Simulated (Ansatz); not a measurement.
# Ruthenium, hcp under LDA: convergence with the Fermi-Dirac smearing

Aim: find which Fermi-Dirac smearing width is enough for energy and pressure. The geometry was relaxed under LDA beforehand and stays fixed; 6 values are run, from 0.01 to 1.0 eV. Wanted are the values from which on the energy stays within 10 and 1 meV/atom, and the pressure within 0.5 GPa, of the narrowest run. Within the series other settings stay, but some runs also write fields, which adds to their time. Spin polarisation is left out.

Method: DFT LDA, plane waves with PAW, scalar-relativistic, in Ansatz 0.2.0.

## 1. The starting structure

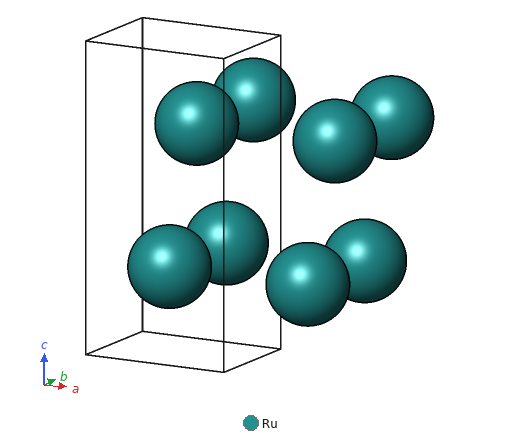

Start, viewed slightly off an axis; ruthenium teal. 2×2×1 cells are drawn. Any atoms on the faces are drawn again on the opposite ones.

Structure file:

```cif
data_structure
_symmetry_space_group_name_H-M 'P6_3/mmc'
_symmetry_Int_Tables_number 194
_cell_length_a 2.6775
_cell_length_b 2.6775
_cell_length_c 4.2181
_cell_angle_alpha 90.000
_cell_angle_beta 90.000
_cell_angle_gamma 120.000
_cell_volume 26.19
loop_
_atom_site_label
_atom_site_type_symbol
_atom_site_symmetry_multiplicity
_atom_site_Wyckoff_symbol
_atom_site_fract_x
_atom_site_fract_y
_atom_site_fract_z
_atom_site_occupancy
Ru1 Ru 2 c 0.33333 0.66667 0.25000 1
```

## 2. Width 0.01 eV

The run at 0.01 eV.

File input.yaml:

```yaml
crystal:
  lattice:
    - [2.6775346364, 0.0, 0.0]
    - [-1.3387673182, 2.3188130146, 0.0]
    - [0.0, 0.0, 4.2181251212]
  atoms:
    - { symbol: Ru, position: [0.3333333333, 0.6666666667, 0.25] }
    - { symbol: Ru, position: [0.6666666667, 0.3333333333, 0.75] }
hamiltonian:
  xc: lda
  pseudopotentials:
    kind: paw
    azcp:
      Ru: "pseudopotentials/Ru.paw.azcp"
basis:
  ecutwfc: 420
  fft_grid_basis: typed
kpoints:
  mp_grid: { grid: [13, 13, 8], shift: [0, 0, 0] }
magnetization:
  spin_polarized: false
scf:
  occupations: { method: fermi_dirac, width: 0.01 }
  lower_state_search: "off"
output:
  stress: true
  write_density: true
  write_potential: true
  elf: true
  volumetric_format: npy
```

On the command line:

```bash
$ ansatz run input.yaml --threads 2 --pin off --max-ram 5120MiB --backend cpu --events-out ev --progress --plain --runs-dir out
```

Standard output, shortened:

```text
Warning: <dir> the record states the generating functional pbe (its physics header spells it `PBE`), which answers neither for hamiltonian.xc's functional nor for the lda family's — results may be inconsistent (PPs are generated against a specific XC)
Warning: RAYON_NUM_THREADS=2 ignored (pool sized by the plan → 2); use --threads N
[...]
Pseudopotentials: kind: paw
Pseudopotential: Ru, paw, valence charge 16, recommended cutoff 420 eV (normal), <dir>
Functional definition: SPW92
[...]
Crystal: 2 atoms, lattice volume = 26.189 Å³
Basis set: ecut = 420 eV, 537 PW (Γ)
Bands: 20, of which v1, the nominal top of the filled ones, is band 16 counted from 1 (15 counted from 0)
Symmetry: 24 space group operations
Space group: P63/mmc (ITA 194), of the structure as read, at distance tolerance 3.0e-5 Å
k-points: 105 of 1352
[...]
SCF iter   1: F=—  HF=-11516.591340 eV  |F-HF|=—  |Δ(HF+E_count)|=         —  Δρ=1.02e-2  dr2=1.24e-2  ethr=1.77e-3  ⟨swp⟩=5.7  Hψ=8493  notcnv=0
[...]
SCF iter   6: F=-11516.589593 eV  HF=-11516.589593 eV  |F-HF|=1.09e-11  |Δ(HF+E_count)|=   1.51e-9  Δρ=1.02e-6  dr2=6.21e-11  ethr=2.04e-11  ⟨swp⟩=5.8  Hψ=12093  notcnv=0
[...]
SCF converged after 6 iterations
Free energy (F): -11516.589593 eV
[...]
E sigma→0 (E₀):  -11516.589368 eV
Entropy (-TS):   -0.000451 eV (-0.226 meV/atom)
Fermi energy:    24.327210 eV
[...]
--- Stress (GPa, compression-positive) ---
       -0.014464       0.000000       0.000000
        0.000000      -0.014464       0.000000
        0.000000       0.000000      -0.661184
  P = ⅓ Tr σ = -0.2300 GPa (-2.300 kbar)
--- Band table (eV; the first three rows and the last of 105) ---
  k-point 0: bands = ["-48.8033", "-48.5578", "-19.4260", "-18.3634", "-18.3634", "-18.1670", "-18.1670", "-18.1135", "16.0124", "17.7346", "21.5038", "21.5038", "21.7407", "22.2416", "22.2416", "22.7652", "22.7652", "25.5338", "25.5338", "25.6517"]
[...]
```

It took 1.4 s on 2 threads of Arm Neoverse V2, shared host; peak memory 0.32 GiB.

## 3. Width 0.03 eV

The run at 0.03 eV.

Edit input.yaml of step 2 so:

```diff
@@ -22,3 +22,3 @@
 scf:
-  occupations: { method: fermi_dirac, width: 0.01 }
+  occupations: { method: fermi_dirac, width: 0.03 }
   lower_state_search: "off"
@@ -26,5 +26 @@
   stress: true
-  write_density: true
-  write_potential: true
-  elf: true
-  volumetric_format: npy
```

On the command line:

```bash
$ ansatz run input.yaml --threads 2 --pin off --max-ram 5120MiB --backend cpu --events-out ev --progress --plain --runs-dir out
```

Standard output, shortened:

```text
Warning: <dir> the record states the generating functional pbe (its physics header spells it `PBE`), which answers neither for hamiltonian.xc's functional nor for the lda family's — results may be inconsistent (PPs are generated against a specific XC)
Warning: RAYON_NUM_THREADS=2 ignored (pool sized by the plan → 2); use --threads N
[...]
[... 3 set-up lines as earlier in the session ...]
[...]
Crystal: 2 atoms, lattice volume = 26.189 Å³
Basis set: ecut = 420 eV, 537 PW (Γ)
Bands: 20, of which v1, the nominal top of the filled ones, is band 16 counted from 1 (15 counted from 0)
[... 2 set-up lines as earlier in the session ...]
k-points: 105 of 1352
[...]
SCF iter   1: F=—  HF=-11516.593002 eV  |F-HF|=—  |Δ(HF+E_count)|=         —  Δρ=1.02e-2  dr2=1.24e-2  ethr=1.77e-3  ⟨swp⟩=5.3  Hψ=8397  notcnv=0
[...]
SCF iter   6: F=-11516.591256 eV  HF=-11516.591256 eV  |F-HF|=4.49e-10  |Δ(HF+E_count)|=   1.56e-8  Δρ=3.84e-6  dr2=1.40e-9  ethr=1.19e-10  ⟨swp⟩=2.3  Hψ=8323  notcnv=0
[...]
SCF converged after 6 iterations
Free energy (F): -11516.591256 eV
[...]
E sigma→0 (E₀):  -11516.589286 eV
Entropy (-TS):   -0.003940 eV (-1.970 meV/atom)
Fermi energy:    24.327360 eV
[...]
--- Stress (GPa, compression-positive) ---
       -0.036754       0.000000       0.000000
       -0.000000      -0.036754       0.000000
        0.000000       0.000000      -0.597265
  P = ⅓ Tr σ = -0.2236 GPa (-2.236 kbar)
```

Wall time 1.1 s (2 threads of Arm Neoverse V2, shared host); peak memory 0.31 GiB.

## 4. Width 0.2 eV

The run at 0.2 eV.

Edit input.yaml of step 3 so:

```diff
@@ -22,3 +22,3 @@
 scf:
-  occupations: { method: fermi_dirac, width: 0.03 }
+  occupations: { method: fermi_dirac, width: 0.2 }
   lower_state_search: "off"
@@ -26 +26,5 @@
   stress: true
+  write_density: true
+  write_potential: true
+  elf: true
+  volumetric_format: npy
```

On the command line:

```bash
$ ansatz run input.yaml --threads 2 --pin off --max-ram 5120MiB --backend cpu --events-out ev --progress --plain --runs-dir out
```

Standard output, shortened:

```text
Warning: <dir> the record states the generating functional pbe (its physics header spells it `PBE`), which answers neither for hamiltonian.xc's functional nor for the lda family's — results may be inconsistent (PPs are generated against a specific XC)
Warning: RAYON_NUM_THREADS=2 ignored (pool sized by the plan → 2); use --threads N
band count auto-derived: 21 (N_el = 32.0; filled up to band 16; 20 by the electrons, moments and atoms)
[...]
[... 3 set-up lines as earlier in the session ...]
[...]
Crystal: 2 atoms, lattice volume = 26.189 Å³
Basis set: ecut = 420 eV, 537 PW (Γ)
Bands: 21, of which v1, the nominal top of the filled ones, is band 16 counted from 1 (15 counted from 0)
[... 2 set-up lines as earlier in the session ...]
k-points: 105 of 1352
[...]
SCF iter   1: F=—  HF=-11516.694348 eV  |F-HF|=—  |Δ(HF+E_count)|=         —  Δρ=9.77e-3  dr2=1.03e-2  ethr=1.77e-3  ⟨swp⟩=5.0  Hψ=8818  notcnv=0
[...]
SCF iter   6: F=-11516.693107 eV  HF=-11516.693107 eV  |F-HF|=5.35e-10  |Δ(HF+E_count)|=   4.46e-9  Δρ=3.78e-6  dr2=1.09e-9  ethr=3.89e-11  ⟨swp⟩=5.0  Hψ=13024  notcnv=0
[...]
SCF converged after 6 iterations
Free energy (F): -11516.693107 eV
[...]
E sigma→0 (E₀):  -11516.585376 eV
Entropy (-TS):   -0.215462 eV (-107.731 meV/atom)
Fermi energy:    24.300152 eV
[...]
--- Stress (GPa, compression-positive) ---
        0.434825      -0.000000       0.000000
       -0.000000       0.434825       0.000000
        0.000000       0.000000       1.437390
  P = ⅓ Tr σ = 0.7690 GPa (7.690 kbar)
--- Band table (eV; the first three rows and the last of 105) ---
  k-point 0: bands = ["-48.7903", "-48.5446", "-19.4160", "-18.3510", "-18.3510", "-18.1545", "-18.1545", "-18.1025", "16.0124", "17.7417", "21.5122", "21.5122", "21.7493", "22.2510", "22.2510", "22.7696", "22.7696", "25.5396", "25.5396", "25.6496", "35.0203"]
[...]
```

It took 1.5 s on 2 threads of Arm Neoverse V2, shared host; peak memory 0.32 GiB.

## 5. Width 0.3 eV

The run at 0.3 eV.

Edit input.yaml of step 4 so:

```diff
@@ -22,3 +22,3 @@
 scf:
-  occupations: { method: fermi_dirac, width: 0.2 }
+  occupations: { method: fermi_dirac, width: 0.3 }
   lower_state_search: "off"
```

On the command line:

```bash
$ ansatz run input.yaml --threads 2 --pin off --max-ram 5120MiB --backend cpu --events-out ev --progress --plain --runs-dir out
```

Standard output, shortened:

```text
Warning: <dir> the record states the generating functional pbe (its physics header spells it `PBE`), which answers neither for hamiltonian.xc's functional nor for the lda family's — results may be inconsistent (PPs are generated against a specific XC)
Warning: RAYON_NUM_THREADS=2 ignored (pool sized by the plan → 2); use --threads N
band count auto-derived: 21 (N_el = 32.0; filled up to band 16; 20 by the electrons, moments and atoms)
[...]
[... 3 set-up lines as earlier in the session ...]
[...]
Crystal: 2 atoms, lattice volume = 26.189 Å³
Basis set: ecut = 420 eV, 537 PW (Γ)
Bands: 21, of which v1, the nominal top of the filled ones, is band 16 counted from 1 (15 counted from 0)
[... 2 set-up lines as earlier in the session ...]
k-points: 105 of 1352
[...]
SCF iter   1: F=—  HF=-11516.833053 eV  |F-HF|=—  |Δ(HF+E_count)|=         —  Δρ=9.18e-3  dr2=7.77e-3  ethr=1.77e-3  ⟨swp⟩=4.8  Hψ=8599  notcnv=0
[...]
SCF iter   6: F=-11516.832665 eV  HF=-11516.832665 eV  |F-HF|=7.73e-10  |Δ(HF+E_count)|=   8.29e-9  Δρ=4.76e-6  dr2=1.73e-9  ethr=7.36e-11  ⟨swp⟩=5.0  Hψ=13042  notcnv=0
[...]
SCF converged after 6 iterations
Free energy (F): -11516.832665 eV
[...]
E sigma→0 (E₀):  -11516.573262 eV
Entropy (-TS):   -0.518805 eV (-259.403 meV/atom)
Fermi energy:    24.299975 eV
[...]
--- Stress (GPa, compression-positive) ---
        1.630501      -0.000000       0.000000
        0.000000       1.630501      -0.000000
        0.000000      -0.000000       3.512212
  P = ⅓ Tr σ = 2.2577 GPa (22.577 kbar)
--- Band table (eV; the first three rows and the last of 105) ---
  k-point 0: bands = ["-48.7732", "-48.5274", "-19.4019", "-18.3352", "-18.3352", "-18.1385", "-18.1385", "-18.0873", "16.0124", "17.7474", "21.5214", "21.5214", "21.7585", "22.2609", "22.2609", "22.7783", "22.7783", "25.5497", "25.5497", "25.6492", "35.0273"]
[...]
```

Run time: 1.5 s. Hardware: 2 threads of Arm Neoverse V2, shared host; peak memory 0.32 GiB.

## 6. Width 0.6 eV

The run at 0.6 eV.

Edit input.yaml of step 5 so:

```diff
@@ -22,3 +22,3 @@
 scf:
-  occupations: { method: fermi_dirac, width: 0.3 }
+  occupations: { method: fermi_dirac, width: 0.6 }
   lower_state_search: "off"
```

On the command line:

```bash
$ ansatz run input.yaml --threads 2 --pin off --max-ram 5120MiB --backend cpu --events-out ev --progress --plain --runs-dir out
```

Standard output, shortened:

```text
Warning: <dir> the record states the generating functional pbe (its physics header spells it `PBE`), which answers neither for hamiltonian.xc's functional nor for the lda family's — results may be inconsistent (PPs are generated against a specific XC)
Warning: RAYON_NUM_THREADS=2 ignored (pool sized by the plan → 2); use --threads N
band count auto-derived: 23 (N_el = 32.0; filled up to band 16; 20 by the electrons, moments and atoms)
[...]
[... 3 set-up lines as earlier in the session ...]
[...]
Crystal: 2 atoms, lattice volume = 26.189 Å³
Basis set: ecut = 420 eV, 537 PW (Γ)
Bands: 23, of which v1, the nominal top of the filled ones, is band 16 counted from 1 (15 counted from 0)
[... 2 set-up lines as earlier in the session ...]
k-points: 105 of 1352
[...]
SCF iter   1: F=—  HF=-11517.679428 eV  |F-HF|=—  |Δ(HF+E_count)|=         —  Δρ=7.66e-3  dr2=3.04e-3  ethr=1.77e-3  ⟨swp⟩=4.8  Hψ=9461  notcnv=0
[...]
SCF iter   6: F=-11517.680706 eV  HF=-11517.680706 eV  |F-HF|=2.00e-11  |Δ(HF+E_count)|=   5.72e-9  Δρ=3.17e-6  dr2=3.88e-10  ethr=6.67e-11  ⟨swp⟩=4.4  Hψ=13209  notcnv=0
[...]
SCF converged after 6 iterations
Free energy (F): -11517.680706 eV
[...]
E sigma→0 (E₀):  -11516.501493 eV
Entropy (-TS):   -2.358425 eV (-1179.213 meV/atom)
Fermi energy:    24.344442 eV
[...]
--- Stress (GPa, compression-positive) ---
        9.708576      -0.000000       0.000000
        0.000000       9.708576      -0.000000
        0.000000      -0.000000      14.138696
  P = ⅓ Tr σ = 11.1853 GPa (111.853 kbar)
--- Band table (eV; the first three rows and the last of 105) ---
  k-point 0: bands = ["-48.6815", "-48.4346", "-19.3212", "-18.2525", "-18.2525", "-18.0550", "-18.0550", "-18.0006", "16.0124", "17.7743", "21.5656", "21.5656", "21.8079", "22.3091", "22.3091", "22.8294", "22.8294", "25.6083", "25.6083", "25.6516", "35.0636", "39.0523", "41.5956"]
[...]
```

Wall time 1.6 s (2 threads of Arm Neoverse V2, shared host); peak memory 0.32 GiB.

## 7. Width 1.0 eV

The run at 1.0 eV.

Edit input.yaml of step 6 so:

```diff
@@ -22,3 +22,3 @@
 scf:
-  occupations: { method: fermi_dirac, width: 0.6 }
+  occupations: { method: fermi_dirac, width: 1.0 }
   lower_state_search: "off"
@@ -26,5 +26 @@
   stress: true
-  write_density: true
-  write_potential: true
-  elf: true
-  volumetric_format: npy
```

On the command line:

```bash
$ ansatz run input.yaml --threads 2 --pin off --max-ram 5120MiB --backend cpu --events-out ev --progress --plain --runs-dir out
```

Standard output, shortened:

```text
Warning: <dir> the record states the generating functional pbe (its physics header spells it `PBE`), which answers neither for hamiltonian.xc's functional nor for the lda family's — results may be inconsistent (PPs are generated against a specific XC)
Warning: RAYON_NUM_THREADS=2 ignored (pool sized by the plan → 2); use --threads N
band count auto-derived: 26 (N_el = 32.0; filled up to band 16; 20 by the electrons, moments and atoms)
[...]
[... 3 set-up lines as earlier in the session ...]
[...]
Crystal: 2 atoms, lattice volume = 26.189 Å³
Basis set: ecut = 420 eV, 537 PW (Γ)
Bands: 26, of which v1, the nominal top of the filled ones, is band 16 counted from 1 (15 counted from 0)
[... 2 set-up lines as earlier in the session ...]
k-points: 105 of 1352
[...]
SCF iter   1: F=—  HF=-11519.791465 eV  |F-HF|=—  |Δ(HF+E_count)|=         —  Δρ=1.28e-2  dr2=3.10e-2  ethr=1.77e-3  ⟨swp⟩=4.8  Hψ=11136  notcnv=0
[...]
SCF iter   6: F=-11519.783445 eV  HF=-11519.783445 eV  |F-HF|=2.91e-11  |Δ(HF+E_count)|=   1.06e-8  Δρ=5.02e-6  dr2=2.10e-9  ethr=5.99e-11  ⟨swp⟩=2.0  Hψ=8409  notcnv=0
[...]
SCF converged after 6 iterations
Free energy (F): -11519.783445 eV
[...]
E sigma→0 (E₀):  -11516.548136 eV
Entropy (-TS):   -6.470619 eV (-3235.310 meV/atom)
Fermi energy:    24.506078 eV
[...]
--- Stress (GPa, compression-positive) ---
       26.333446       0.000000       0.000000
        0.000000      26.333446      -0.000000
        0.000000      -0.000000      34.134424
  P = ⅓ Tr σ = 28.9338 GPa (289.338 kbar)
```

Run time: 1.3 s. Hardware: 2 threads of Arm Neoverse V2, shared host; peak memory 0.32 GiB.

## 8. The series

Differences are taken from the run at 0.01 eV.

```
smearing (eV)  F (meV/atom)  E(σ → 0) (meV/atom)  P (GPa)  SCF cycles  CPU time
         0.01          0.00                 0.00    -0.23           6     2.6 s
         0.03         -0.83                 0.04    -0.22           6       2 s
          0.2        -51.76                 2.00     0.77           6     2.8 s
          0.3       -121.54                 8.05     2.26           6     2.8 s
          0.6       -545.56                43.94    11.19           6       3 s
          1.0      -1596.93                20.62    28.93           6     2.4 s
```

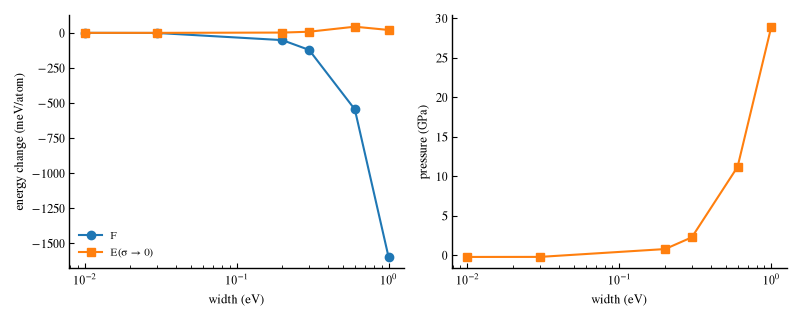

Energy and pressure against the Fermi-Dirac smearing width.

## 9. Results

| quantity | value |
| --- | --- |
| E(σ → 0) stays within 10 meV/atom of 0.01 eV | up to 0.3 eV |
| E(σ → 0) stays within 1 meV/atom | up to 0.03 eV |
| pressure stays within 0.5 GPa | up to 0.03 eV |
| pressure at 0.01 eV | -0.23 GPa |
| energy of a separate run on a finer mesh (22×22×12) | -1.8 meV/atom from 0.01 eV |

In words: At 1.0 eV the energy differs by +20.6 meV/atom and the pressure by +29.2 GPa. The free energy F moves by -1596.9 meV/atom over the range, and the estimate for σ → 0 by +20.6. In theory F falls as the square of the width under this scheme, but here the ratio is not steady: the mesh at narrow widths, or a density of states that varies over the wide ones, can both cause that. The mesh (13×13×8) is fixed, so the narrowest widths carry a k-point error of their own. The yardstick itself is unsettled by 1.8 meV/atom against the finer mesh, so the thresholds above hold only within this series, and wider smearing, which averages over more states, can land nearer the fine-mesh value than the narrowest does. The cell taken over is 3 % smaller than the measured one (13.55 Å³/atom, COD).
